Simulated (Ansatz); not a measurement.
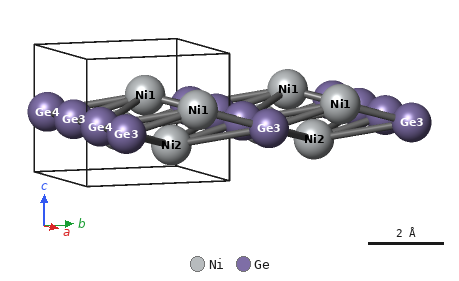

Solid NiGe (built on the random type) (coarse preliminary run), before the relaxation. The picture is a ball-and-stick view of the cell of the calculation, repeated 2 × 2 × 1 with one cell outlined, seen slightly off an axis.

Case: random cell with space group Pmma (No. 51).

Method: DFT PBE, scalar-relativistic, plane waves, PAW (Ansatz).

The input:
```yaml
crystal:
  lattice:
    - [3.9656635492, 0.0, 0.0]
    - [0.0, 4.0826320951, 0.0]
    - [0.0, 0.0, 3.426491142]
  atoms:
    - { symbol: Ni, position: [0.75, 0.5, 0.6666666667], spin: 2.0 }
    - { symbol: Ni, position: [0.25, 0.5, 0.3333333333], spin: 2.0 }
    - { symbol: Ge, position: [0.75, 0.0, 0.5] }
    - { symbol: Ge, position: [0.25, 0.0, 0.5] }
basis:
  ecutwfc: 420
kpoints:
  mp_grid: { grid: [4, 4, 6] }
hamiltonian:
  xc: pbe
scf:
  occupations: { method: gaussian, width: 0.1 }
  lower_state_search: "off"
output:
  forces: true
  stress: true
  eigenvalues: true
  populations: true
magnetization:
  spin_polarized: true
relax:
  adjacent_minimum: "off"
  f_tol: 0.04
  max_steps: 70
  cell: { stress_tol: 0.4 }
```

Launched with:
```bash
ansatz run input.yaml --threads 1 --pin off --max-ram 2560MiB --backend cpu --events-out ev --progress --plain --runs-dir out
```

### Predict the outcome.

The largest moves relative to the cell, 1.01 Å, are those of Ge3 and Ge4. Ge3 goes along −c. Largest moves by element: Ge 1.01 Å, Ni 0.34 Å. The drawn cell changes as follows: a 3.966 → 4.144 Å (+4.5 %), b 4.083 → 3.126 Å (−23.4 %), c 3.426 → 4.059 Å (+18.5 %); the volume changes by −5.2 %. Among the contacts that change: Ge3–Ge4 3.959 → 2.901 Å, Ni1–Ge3 3.510 → 2.561 Å, Ge3–Ge4 (another image) 1.983 → 2.900 Å, Ni1–Ni2 2.288 → 2.901 Å. Bond angles that change, for instance: Ge3–Ni1–Ge3 148.7° → 75.2°, Ge4–Ni1–Ge4 157.3° → 180.0°, Ge4–Ni1–Ge4 86.2° → 105.9°. The space group (tolerance 0.01 Å) goes from Pmma (No. 51) to Cmmm (No. 65). Over 18 accepted moves (20 points after the start) the energy falls by 1729 meV per atom. The largest force component goes from 2.6 to 0.00042 eV/Å. Pressure: 55.35 GPa at the start and 0.03 GPa at the end. At 2 points the geometry stayed and the basis and grid were re-selected for the new cell (energy shift of 6.6 meV per atom at most each time). The program noted that the starting moments weren't kept. The run took of the order of 8 core-minutes on a shared host.

History of the run:

| step | E − E(0), meV/atom | largest force component, eV/Å | pressure, GPa | volume, Å³/atom | note |
| --- | --- | --- | --- | --- | --- |
| 0 | 0.00 | 2.6096 | 55.35 | 13.869 |  |
| 1 | -480.62 | 1.6819 | 32.52 | 14.799 |  |
| 2 | -819.12 | 1.4112 | 15.49 | 15.566 |  |
| 3 | -1097.75 | 1.6568 | 3.06 | 15.828 |  |
| 4 | -1355.25 | 1.5815 | -1.86 | 15.009 |  |
| 5 | -1549.10 | 1.0120 | -2.70 | 14.071 |  |
| 6 | -1618.86 | 0.6948 | -0.27 | 13.609 |  |
| 7 | -1631.87 | 0.2798 | 1.98 | 13.384 |  |
| 8 | -1641.36 | 0.0085 | 0.75 | 13.476 |  |
| 9 | -1643.40 | 0.0085 | -0.22 | 13.597 |  |
| 10 | -1646.62 | 0.0435 | 0.20 | 13.595 |  |
| 11 | -1667.25 | 0.0272 | -0.18 | 13.528 |  |
| 12 | -1696.46 | 0.0472 | 0.92 | 13.309 |  |
| 13 | -1710.16 | 0.0412 | -0.29 | 13.284 |  |
| 14 | -1719.13 | 0.0481 | 1.12 | 13.033 |  |
| 15 | -1719.45 | 0.0019 | -0.50 | 13.153 |  |
| 16 | -1719.62 | 0.0095 | 0.01 | 13.105 |  |
| 17 | -1726.17 | 0.0095 | 1.01 | 13.105 | same geometry, new basis |
| 18 | -1728.92 | 0.0010 | 0.27 | 13.136 |  |
| 19 | -1729.16 | 0.0004 | 0.03 | 13.146 |  |
| 20 | -1729.18 | 0.0004 | 0.03 | 13.146 | same geometry, new basis |

Final geometry:

```
Ni Ge
1.0
     4.14431    0.00000    0.00000
     0.00000    3.12582    0.00000
     0.00000    0.00000    4.05931
Ni Ge
2 2
Direct
  0.75000 0.50000 0.75015
  0.25000 0.50000 0.24985
  0.75000 0.00000 0.25006
  0.25000 0.00000 0.74994
```

The end point in the same view:

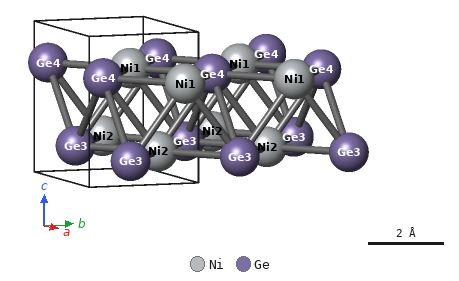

Limits of the set-up: the k-point mesh is coarse for a cell with partly filled bands.
